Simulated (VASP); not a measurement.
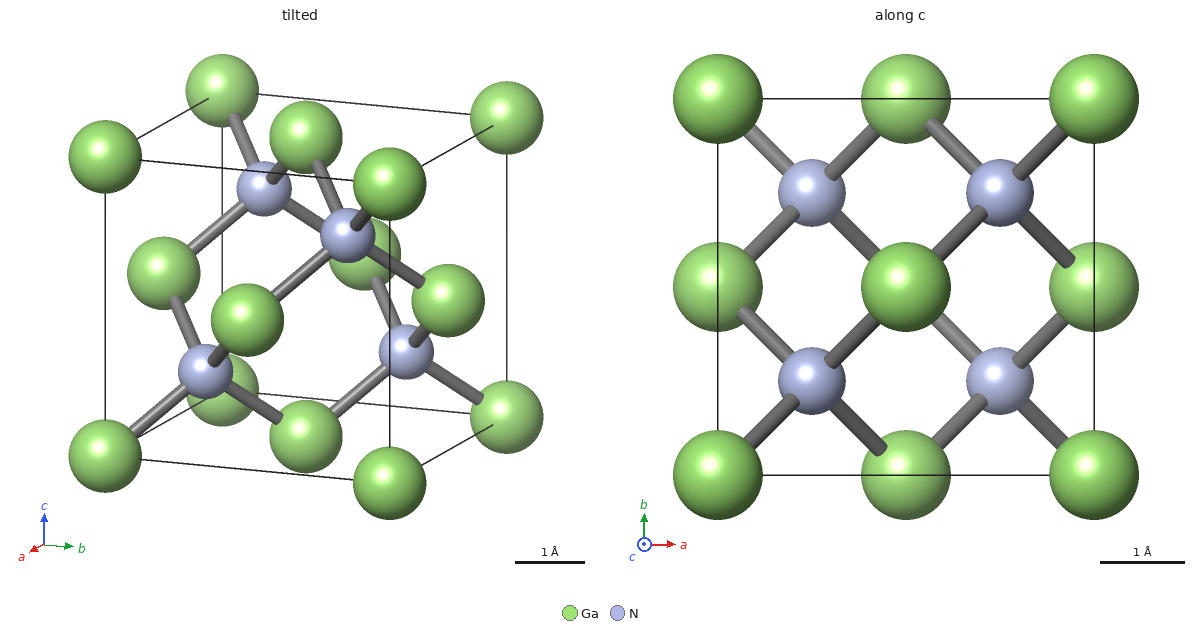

GaN, zinc blende type, space group F-43m (No. 216), a = 4.500 Å, b = 4.500 Å, c = 4.500 Å, α = 90.00°, β = 90.00°, γ = 90.00°. The crystal in a ball-and-stick representation, seen slightly off an axis and along the c axis. One conventional unit cell is outlined, and atoms on its boundary appear in each equivalent place. This one geometry was run with five functionals. The cell is a cell made by a generator, which needn't be a real form of the compound. The cell was built by a generator and isn't the measured one.

Alike in all runs: VASP 6.6.1; cutoff 520 eV; k mesh 8 × 8 × 8 on the run's cell of 2 atoms; occupations fermi-dirac, width 0.05 eV; no spin polarisation; no spin-orbit coupling. LDA runs use LDA potentials, the others PBE ones.

| level | pressure (GPa) | gap (eV) |
| --- | --- | --- |
| LDA | -4.7 | 1.78 |
| PBE | 6.0 | 1.75 |
| PBEsol | -0.5 | 1.71 |
| r2SCAN | 0.8 | 2.15 |
| SCAN | ? | ? |

What does SCAN give?

Pressure -0.2 GPa; gap 2.05 eV. That is between PBEsol and r2SCAN in pressure.

Order the levels by the equilibrium volume that these pressures point to, smallest first.

LDA (-4.7 GPa), PBEsol (-0.5 GPa), SCAN (-0.2 GPa), r2SCAN (0.8 GPa), PBE (6.0 GPa). A higher pressure at one volume points to a larger equilibrium volume, as long as the bulk moduli are alike; rows a few tenths of a GPa apart can't be told apart.

Gaps are the least found on the k-mesh, which can miss the band edges.

Caveat: rows whose functional differs from that of their potentials carry a shift in pressure and volume, which can reorder them; semilocal functionals give gaps below the measured ones.
